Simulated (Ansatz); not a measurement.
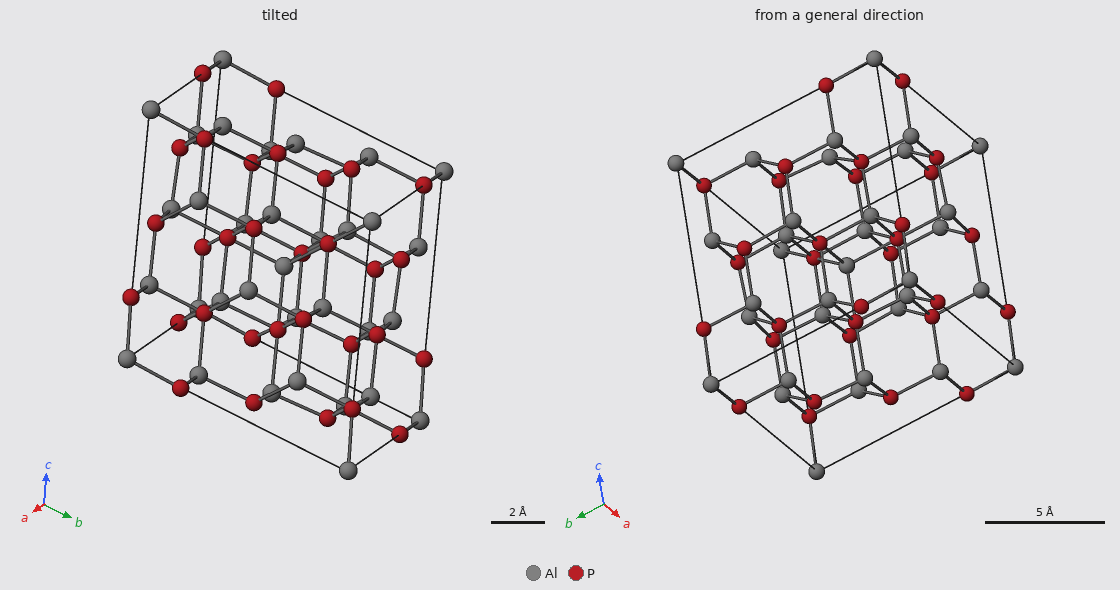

The image is a ball-and-stick drawing of a crystal, viewed slightly off an axis and from a general direction. The wireframe shows the supercell. The host is AlP, in a cell of 32 sites, and the cell is neutral.

Question: How does this supercell depart from the perfect host?

Answer: An interstitial aluminium atom. It is bonded to four P in a tetrahedral arrangement at about 2.4 Å.

Results below were computed with Ansatz, DFT PBE, scalar-relativistic, plane waves, PAW; the settings were a 420 eV plane-wave basis, k-point mesh 2×2×2, Gaussian smearing of 0.01 eV, collinear spins.

Question: Is the defect spin-polarised?

Answer: Yes, 0.5 μB in the cell.

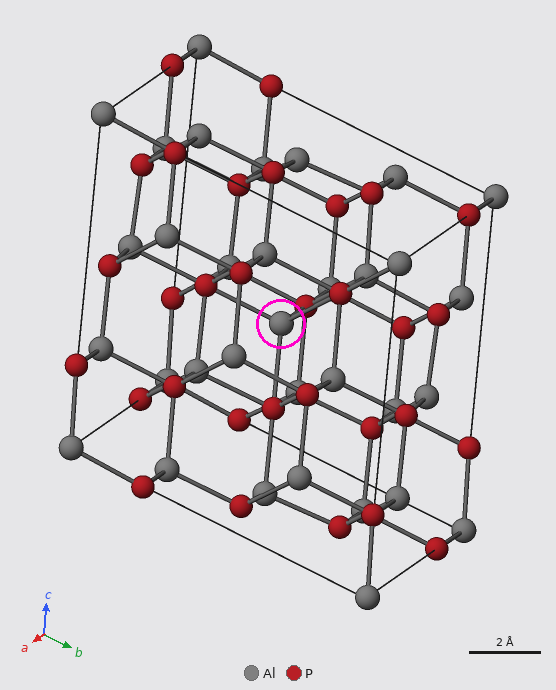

The same cell with a ring at the defect's site.

The atoms were relaxed in the host's cell with DFT PBE, scalar-relativistic, plane waves, PAW (Ansatz 0.2.0).
